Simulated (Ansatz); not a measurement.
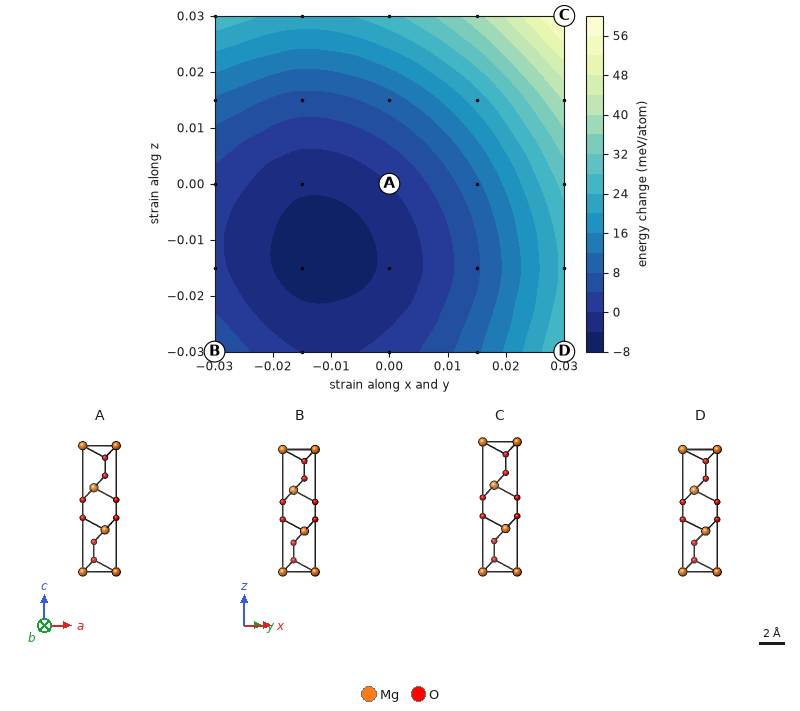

A scan of solid MgO2 (R-3m): the cell is strained equally along x and y and separately along z, with the atoms kept at their fractional coordinates. x, y and z are the Cartesian axes of the input. The map is interpolated between the computed points (dots). The lettered frames are marked on it. A ball-and-stick model of the conventional cell (3 times the calculation's cell), repeated 1 × 1 × 1 with one cell outlined, seen along the b axis. Lengths and directions refer to the drawn axes.

All numbers below come from Ansatz, DFT PBEsol, scalar-relativistic, plane waves, PAW. (plane-wave cutoff 420 eV; k-point mesh 12 × 12 × 12; occupations gaussian; smearing width 0.05 eV; no spin polarisation). Energies (free energies at the smearing named) are counted from the cell as listed in its source, which wasn't relaxed.

Q: Where is the lowest point of the map, and what else does it tell?

A: In pairs of (strain along x and y; strain along z): the lowest computed point lies at (−0.015, −0.015) (−5.6 meV/atom), the highest at (0.030, 0.030) (57.5 meV/atom).  Over the ranges scanned the energy rises by about as much along both axes. The pressure runs from −13.6 GPa at (0.030, 0.030) to 8.5 GPa at (−0.030, −0.030). The frames lie at A (0.000, 0.000): 0.0 meV/atom, B (−0.030, −0.030): 7.5 meV/atom, C (0.030, 0.030): 57.5 meV/atom, D (0.030, −0.030): 28.5 meV/atom.
